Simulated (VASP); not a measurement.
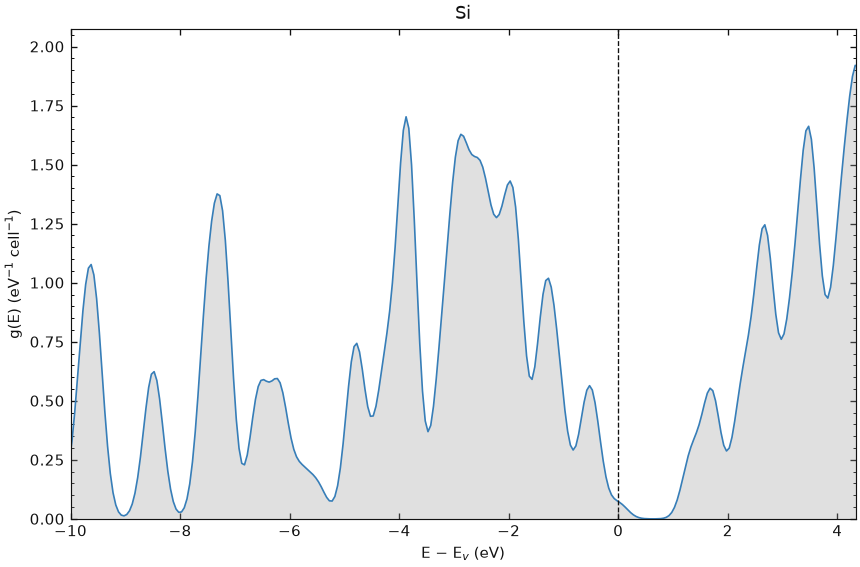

Density of states. Energies are counted from the top of the valence band. The curve is built from the levels of the k mesh with Gaussians 0.4 eV wide, which also blur the band edges.

The material is Si, space group Fd-3m, 2 atoms in the cell.

VASP 6.6.1; HSE06, plane waves, standard recommended PAW potentials, no spin polarisation, 6×6×6 k mesh, Fermi-Dirac smearing of 0.02 eV.

Q: Is there a gap at the Fermi level, and how wide?

A: There is a gap; over the k points computed it is 1.33 eV (indirect; the smallest direct gap is 3.32 eV).
